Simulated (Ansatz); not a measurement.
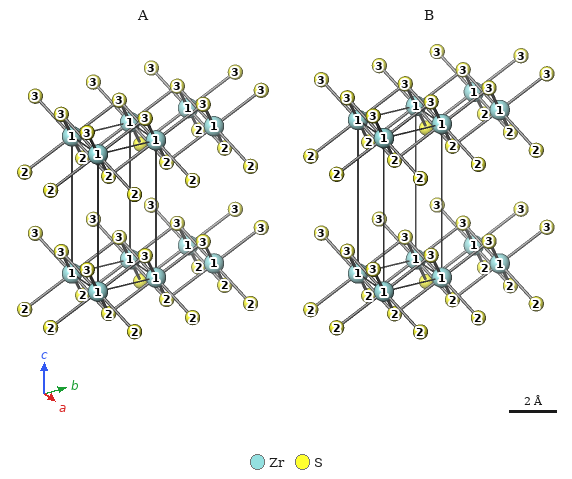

Two geometries of solid ZrS$_{2}$ (set up in P-3m1), drawn at one scale. One is the start of a relaxation, the other its converged end. A ball-and-stick model of the cell of the calculation, repeated 1 × 2 × 1 with one cell outlined, seen slightly off an axis.

Method: DFT PBE, scalar-relativistic, plane waves, PAW in Ansatz. Set-up: plane-wave cutoff 420 eV; k-point mesh 12 × 12 × 6; occupations gaussian; smearing width 0.02 eV; no spin polarisation; cell and atoms relaxed; force threshold 0.005 eV/Å; at most 80 steps.

**Which one is relaxed?**

Structure B is the relaxed one. The largest moves relative to the cell, 0.16 Å, are those of S2 and S3. S2 goes along +c. Zr stays in place. The drawn cell changes as follows: a = b 3.691 → 3.685 Å (−0.2 %), c 6.041 → 6.758 Å (+11.9 %); the volume changes by +11.5 %. The space group stays P-3m1 (No. 164). After 7 accepted moves (9 points after the start) the energy has fallen by 16.3 meV per cell of the calculation. Largest force component: 0.046 eV/Å at the start, 0.00071 eV/Å at the end. The pressure goes from 0.47 to 0.00 GPa. At 2 points the geometry stayed and the basis and grid were re-selected for the new cell (energy shift of 1.3 meV per cell of the calculation at most each time). The run took 77 s on 2 threads of Intel(R) Xeon(R) Processor @ 2.50GHz (Skylake/Cascade Lake), on a shared host, peak memory 0.47 GiB.

Limits of the set-up: layers or molecules are held without a dispersion correction, so their spacing is unreliable.
